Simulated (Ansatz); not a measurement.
# Ru(0001) with 2 layers of random Ru-Ag, 2x2: scattering by chemical disorder

Wanted: resistance against the alloy's length, first Ru(0001) with 2 layers of random Ru-Ag, 2x2.

Main program and level: Ansatz 0.2.0; Ansatz plane-wave DFT, PBE, PAW files; ballistic transport by layer matching (Landauer), zero bias; PAW set soft_1.

## (1) The starting structure

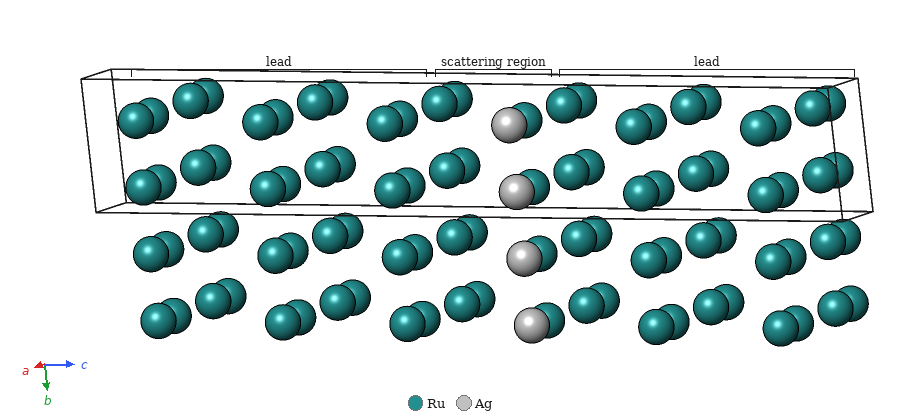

The cell as given, from the side, with the c axis across the page (ruthenium teal, silver light grey). 1×2×1 cells are drawn.

The cell holds 48 atoms: 46 Ru and 2 Ag. Its edges and angles: a = 5.412 Å, b = 5.412 Å, c = 25.691 Å, α = 90.0°, β = 90.0°, γ = 120.0°. It derives from Ru. Regions: lead, 40 atoms (40 Ru); scattering region, 8 atoms (6 Ru and 2 Ag). The structure is stacked along c, and the current runs across the ab planes.

## (2) With 2 alloy layers

In 2 layers a share of 0.25 of the sites is given to Ag at random. The layers about the cell's end stay perfect and serve as the lead. Energies from -0.05 to 0.05 eV in steps of 0.05 eV are too few for the program's thermal sum, so it prints no conductance; for a metal the transmission near the Fermi level serves, at a fraction of the cost.

The input, input.yaml:

```yaml
crystal:
  lattice:
    - [5.4116, 0.0, 0.0]
    - [-2.7058, 4.6865830751, 0.0]
    - [0.0, 0.0, 25.6914]
  atoms:
    - { symbol: Ru, position: [0.1666666667, 0.3333333333, 0.0416666667] }
    - { symbol: Ru, position: [0.1666666667, 0.8333333333, 0.0416666667] }
    - { symbol: Ru, position: [0.6666666667, 0.3333333333, 0.0416666667] }
    - { symbol: Ru, position: [0.6666666667, 0.8333333333, 0.0416666667] }
    - { symbol: Ru, position: [0.3333333333, 0.1666666667, 0.125] }
    - { symbol: Ru, position: [0.3333333333, 0.6666666667, 0.125] }
    - { symbol: Ru, position: [0.8333333333, 0.1666666667, 0.125] }
    - { symbol: Ru, position: [0.8333333333, 0.6666666667, 0.125] }
    - { symbol: Ru, position: [0.1666666667, 0.3333333333, 0.2083333333] }
    - { symbol: Ru, position: [0.1666666667, 0.8333333333, 0.2083333333] }
    - { symbol: Ru, position: [0.6666666667, 0.3333333333, 0.2083333333] }
    - { symbol: Ru, position: [0.6666666667, 0.8333333333, 0.2083333333] }
    - { symbol: Ru, position: [0.3333333333, 0.1666666667, 0.2916666667] }
    - { symbol: Ru, position: [0.3333333333, 0.6666666667, 0.2916666667] }
    - { symbol: Ru, position: [0.8333333333, 0.1666666667, 0.2916666667] }
    - { symbol: Ru, position: [0.8333333333, 0.6666666667, 0.2916666667] }
    - { symbol: Ru, position: [0.1666666667, 0.3333333333, 0.375] }
    - { symbol: Ru, position: [0.1666666667, 0.8333333333, 0.375] }
    - { symbol: Ru, position: [0.6666666667, 0.3333333333, 0.375] }
    - { symbol: Ru, position: [0.6666666667, 0.8333333333, 0.375] }
    - { symbol: Ru, position: [0.3333333333, 0.1666666667, 0.4583333333] }
    - { symbol: Ru, position: [0.3333333333, 0.6666666667, 0.4583333333] }
    - { symbol: Ru, position: [0.8333333333, 0.1666666667, 0.4583333333] }
    - { symbol: Ru, position: [0.8333333333, 0.6666666667, 0.4583333333] }
    - { symbol: Ru, position: [0.1666666667, 0.3333333333, 0.5416666667] }
    - { symbol: Ru, position: [0.1666666667, 0.8333333333, 0.5416666667] }
    - { symbol: Ag, position: [0.6666666667, 0.3333333333, 0.5416666667] }
    - { symbol: Ag, position: [0.6666666667, 0.8333333333, 0.5416666667] }
    - { symbol: Ru, position: [0.3333333333, 0.1666666667, 0.625] }
    - { symbol: Ru, position: [0.3333333333, 0.6666666667, 0.625] }
    - { symbol: Ru, position: [0.8333333333, 0.1666666667, 0.625] }
    - { symbol: Ru, position: [0.8333333333, 0.6666666667, 0.625] }
    - { symbol: Ru, position: [0.1666666667, 0.3333333333, 0.7083333333] }
    - { symbol: Ru, position: [0.1666666667, 0.8333333333, 0.7083333333] }
    - { symbol: Ru, position: [0.6666666667, 0.3333333333, 0.7083333333] }
    - { symbol: Ru, position: [0.6666666667, 0.8333333333, 0.7083333333] }
    - { symbol: Ru, position: [0.3333333333, 0.1666666667, 0.7916666667] }
    - { symbol: Ru, position: [0.3333333333, 0.6666666667, 0.7916666667] }
    - { symbol: Ru, position: [0.8333333333, 0.1666666667, 0.7916666667] }
    - { symbol: Ru, position: [0.8333333333, 0.6666666667, 0.7916666667] }
    - { symbol: Ru, position: [0.1666666667, 0.3333333333, 0.875] }
    - { symbol: Ru, position: [0.1666666667, 0.8333333333, 0.875] }
    - { symbol: Ru, position: [0.6666666667, 0.3333333333, 0.875] }
    - { symbol: Ru, position: [0.6666666667, 0.8333333333, 0.875] }
    - { symbol: Ru, position: [0.3333333333, 0.1666666667, 0.9583333333] }
    - { symbol: Ru, position: [0.3333333333, 0.6666666667, 0.9583333333] }
    - { symbol: Ru, position: [0.8333333333, 0.1666666667, 0.9583333333] }
    - { symbol: Ru, position: [0.8333333333, 0.6666666667, 0.9583333333] }
kpoints:
  mp_grid: { grid: [5, 5, 1] }
hamiltonian:
  xc: pbe
  pseudopotentials: { kind: paw, azcp: { folder: soft_1 } }
scf:
  occupations: { method: fermi_dirac, width: 0.1 }
output:
  transmission:
    leads: [[0, 8]]
    kmesh: [10, 10]
    e_range: [-0.05, 0.05]
    de: 0.05
  write_potential: true
  write_density: true
  volumetric_format: npy
```

The run is started by

```sh
$ ansatz run input.yaml --threads 4 --pin off --max-ram 15360MiB --backend cpu --events-out ev --progress --plain --runs-dir out
```

Numbers of over 12 decimals in the logs are rounded to 6 here.

The log of the run:

```text
Engine: ansatz 0.2.0, x86_64-unknown-linux-gnu
Pseudopotentials: kind: paw
Pseudopotential: Ru, paw, valence charge 16, recommended cutoff 420 eV (normal), soft_1/Ru.paw.azcp
Pseudopotential: Ag, paw, valence charge 19, recommended cutoff 420 eV (normal), soft_1/Ag.paw.azcp
Functional definition: PBE
  parameter kappa = 0.804
  parameter beta = 0.066725
  exchange = pbe_x(kappa = kappa, mu = beta*pi^2/3)
  correlation = pbe_c(beta = beta)
Crystal: 48 atoms, lattice volume = 651.583 Å³
Basis set: ecut = 420 eV, 12691 PW (Γ)
Bands: 465, of which v1, the nominal top of the filled ones, is band 387 counted from 1 (386 counted from 0)
Symmetry: 8 space group operations
Space group: Pmm2 (ITA 25), of the structure as read, at distance tolerance 8.7e-5 Å
k-points: 9 of 25 (time reversal used)
Non-local potential: Ru, projectors of the file, l = 0: 3, l = 1: 2, l = 2: 2, l = 3: 1
Non-local potential: Ag, projectors of the file, l = 0: 3, l = 1: 2, l = 2: 2, l = 3: 1
PAW form: soft (Blöchl's): semilocal exchange-correlation on the pseudo side does not see the compensation charge
PAW one-centre angular grid: Ru, 590 points (default); XC on 64 Gauss nodes
PAW one-centre angular grid: Ag, 590 points (default); XC on 64 Gauss nodes
Initial density: superposition of atomic densities (chi_scale 0.1, normalization cell, long waves of neutral atoms (reshape's long-wave potential 2.72 eV rms, cloud 2.91 Å wide))
Initial wavefunctions: pseudopotential atomic-orbital guess
Functional: x = pbe(κ = 0.804, μ = 0.219515), c = pbe(β = 0.066725)
SCF iter   1: F=—  HF=-285628.730935 eV  |F-HF|=—  |Δ(HF+E_count)|=         —  Δρ=1.22e-1  dr2=1.09e2  ethr=3.10e-3  ⟨swp⟩=5.0  Hψ=13311  notcnv=0  defer=5
preconditioner: auto → Kerker (q_TF=auto, 2.808 Å⁻¹)  [metal: Δε(μ)=0.007 eV  Ē_g=5.499 eV  σ=0.100 eV  W_gap=0.02  n_scr=268 (ndim 8)  ℏωp=28.7 eV  f_vac=0.000  D(μ)=40.79/eV (n_scr^D=392)]
SCF iter   2: F=—  HF=-285605.430126 eV  |F-HF|=—  |Δ(HF+E_count)|=    2.33e1  Δρ=5.95e-2  dr2=2.79e1  ethr=3.10e-3  ⟨swp⟩=2.6  Hψ=7910  notcnv=0  defer=61
SCF iter   3: F=—  HF=-285599.023753 eV  |F-HF|=—  |Δ(HF+E_count)|=    6.41e0  Δρ=9.29e-3  dr2=8.13e-1  ethr=3.10e-3  ⟨swp⟩=2.0  Hψ=6425  notcnv=0  defer=61
SCF iter   4: F=—  HF=-285599.064184 eV  |F-HF|=—  |Δ(HF+E_count)|=   4.04e-2  Δρ=1.36e-3  dr2=9.78e-2  ethr=1.05e-4  ⟨swp⟩=1.2  Hψ=4824  notcnv=0  defer=57
SCF iter   5: F=—  HF=-285599.063624 eV  |F-HF|=—  |Δ(HF+E_count)|=   5.60e-4  Δρ=4.17e-4  dr2=1.41e-2  ethr=1.26e-5  ⟨swp⟩=1.0  Hψ=4125  notcnv=0  defer=57
SCF iter   6: F=—  HF=-285599.063532 eV  |F-HF|=—  |Δ(HF+E_count)|=   9.19e-5  Δρ=1.80e-4  dr2=4.00e-4  ethr=1.83e-6  ⟨swp⟩=2.0  Hψ=5698  notcnv=0  defer=57
SCF iter   7: F=—  HF=-285599.063511 eV  |F-HF|=—  |Δ(HF+E_count)|=   2.14e-5  Δρ=5.54e-5  dr2=1.04e-4  ethr=5.17e-8  ⟨swp⟩=2.0  Hψ=7498  notcnv=0  defer=57
SCF iter   8: F=—  HF=-285599.063532 eV  |F-HF|=—  |Δ(HF+E_count)|=   2.13e-5  Δρ=1.51e-5  dr2=1.43e-6  ethr=1.35e-8  ⟨swp⟩=2.0  Hψ=5796  notcnv=0  defer=57
SCF iter   9: F=—  HF=-285599.064858 eV  |F-HF|=—  |Δ(HF+E_count)|=   1.33e-3  Δρ=3.07e-6  dr2=1.23e-7  ethr=1.84e-10  ⟨swp⟩=2.0  Hψ=6721  notcnv=0  defer=57
SCF iter  10: F=-285599.064858 eV  HF=-285599.064858 eV  |F-HF|=9.95e-9  |Δ(HF+E_count)|=   2.91e-9  Δρ=8.17e-7  dr2=1.18e-8  ethr=1.29e-11  ⟨swp⟩=7.4  Hψ=8909  notcnv=0
SCF 1 converged in 10 iterations: F = -285599.064858 eV  dr2 = 1.18e-8
  greatest PAW one-centre occupation: 1.002 electrons in one spin orbital (limit 2), on the Ag atom at site 27 (counted from 0), in its partial waves of l = 0
transmission: 152 of 1488 steps passed
transmission: 299 of 1488 steps passed
[...]
transmission: 1488 of 1488 steps passed
SCF converged after 10 iterations
Free energy (F): -285599.064858 eV
Harris-Foulkes:  -285599.064858 eV  (|F-HF|=9.95e-9)
Internal energy: -285597.524802 eV  (E = F + TS)
E sigma→0 (E₀):  -285598.294830 eV
Entropy (-TS):   -1.540055 eV (-32.084 meV/atom)
Fermi energy:    23.329310 eV
--- Per-component energies (eV) ---
  E_band       = -2858.783571
  E_kinetic    = 22124.661562
  E_local      = -62446.236352  (includes V_loc(G=0)·N_el)
  E_nonlocal   = 19043.462998
  E_hartree    = 21440.854470
  E_xc         = -8149.946634
  E_vxc        = -10308.145942  (∫ρ·V_xc dr)
  E_paw        = -168978.419150  (= ΣΔE_a)
  E_vpaw       = -14154.271022  (= ΣTr[D̂ρ^β])
  E_aug_tail   = 0.029590  (compensation charges beyond the density's cutoff)
  E_ewald      = -108631.931285
  E_smearing   = -1.540055  (= −TS)
  E_closure    = -0.000000  (closes the sum)
  Σ components = -285599.064858   (vs F -285599.064858, Δ=0.00e0)
--- Band table (eV; the first three rows and the last of 9) ---
  k-point 0: bands = [... 383 lower, 23.9371, 23.9686, 24.1292, 24.1328, 24.3097, 24.3215, 24.3962, 24.4188, ... 74 higher]
  k-point 1: bands = [... 383 lower, 23.4500, 23.5809, 23.7635, 23.8010, 23.8727, 23.8854, 23.9610, 23.9781, ... 74 higher]
  k-point 2: bands = [... 383 lower, 22.9443, 23.0081, 23.1083, 23.1409, 23.1755, 23.2934, 23.3134, 23.3344, ... 74 higher]
  k-point 8: bands = [... 383 lower, 22.9315, 22.9762, 23.0197, 23.0367, 23.0682, 23.2251, 23.2290, 23.3210, ... 74 higher]
--- Transmission ---
  basis      : 223 plane waves across, 48 finite elements along
  points     : 31, standing for a mesh of 10 x 10
  energies   : 3 from -0.050000 to 0.050000 eV about the Fermi level, 0.050000 eV apart; the leads are filled to 0.000000 eV, and channels, transmission and decay are at 0.000000 eV
  crystal 0  : Ru8, at the sites [0, 8], period 4.2819 Å, over 23.55 Å; its Hamiltonian steps by up to 8.9 meV
    offset         : up to 0.0000 Å between an atom of the period and one for which it stands
    channels       : 5.280000e0 a spin
    conductance    : none, the energies end too early or step too widely for 300 K: set another output.transmission.e_range or a lower de, or, where they end at an eighth of basis.ecutwfc, a higher one
  junction   : crystal 0 to crystal 0, 1.44 to 22.85 Å
    transmission   : 3.000030e0 a spin
    conductance    : none, the energies end too early or step too widely for 300 K: set another output.transmission.e_range or a lower de, or, where they end at an eighth of basis.ecutwfc, a higher one
```

The job ended after 3.3 min (4 threads of Intel Xeon Platinum 8488C (Sapphire Rapids), shared host; peak memory 6 GiB; 12 min of CPU time).

Numbers from this step:

| Item | Value |
| --- | --- |
| free energy | -285599.0649 eV |
| energy at zero smearing | -285598.2948 eV |
| Fermi energy | 23.33 eV |
| cell area | 25.36 Å² |
| transmission per spin nearest the Fermi level | 3.000 |
| open channels per spin nearest the Fermi level | 5.28 |
| step of the lead's potential | 8.9 meV |

Per spin. Transmission, zone mean against energy, zero at the Fermi level:

| energy (eV) | transmission, zone mean |
| --- | --- |
| -0.0500 | 3.04 |
| 0.0000 | 3.00 |
| 0.0500 | 3.06 |

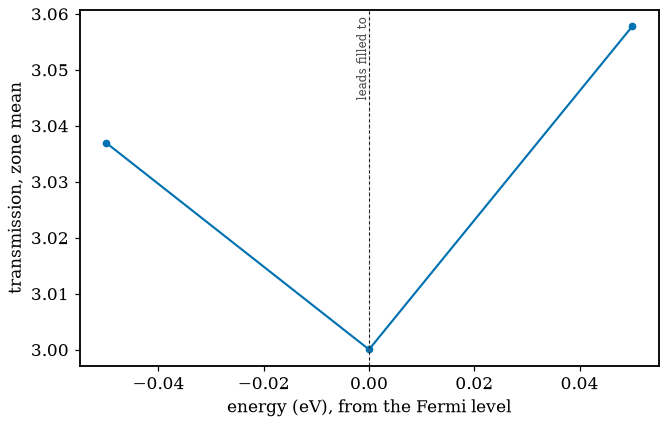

Transmission, zone mean against energy.

Per spin. Table of open channels, zone mean, lead by energy, zero at the Fermi level:

| energy (eV) | open channels, zone mean, lead |
| --- | --- |
| -0.0500 | 5.12 |
| 0.0000 | 5.28 |
| 0.0500 | 5.88 |

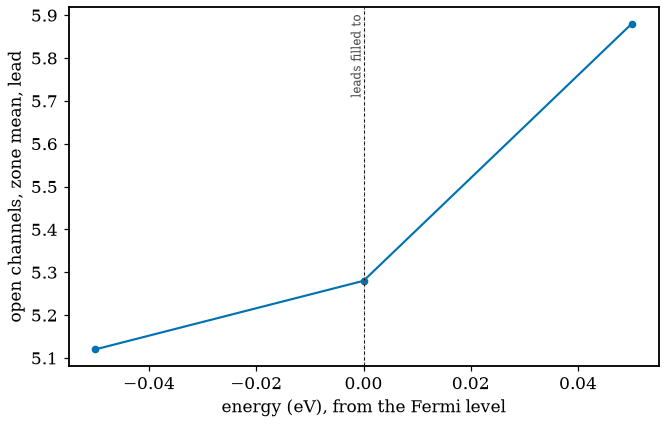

Open channels, zone mean, lead, plotted against energy.

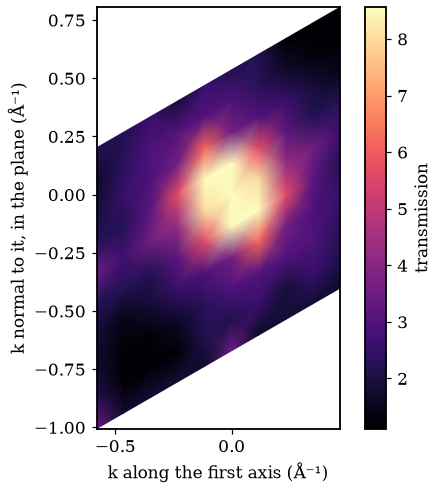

Transmission over k1 and k2. At 0.0000 eV from the Fermi level.

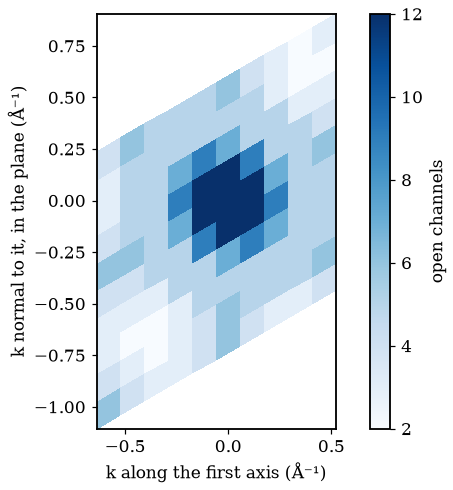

Open channels over k1 and k2. At 0.0000 eV from the Fermi level.

Over the solved energies the transmission per spin lies between 3.00 and 3.06, out of 5.43 channels of the lead on average (up to 5.88).

(Part 1 of 2 ends here.)

[Logs are printed without paths, hosts, clocks, repeated set-up lines and the standing remarks that a program may print on its own settings, such as how far it seeks lower states.]

[Hosts, paths, dates, database ids (printed as entryN), source tags and the programs' standing remarks are cut or masked in the printed files.]
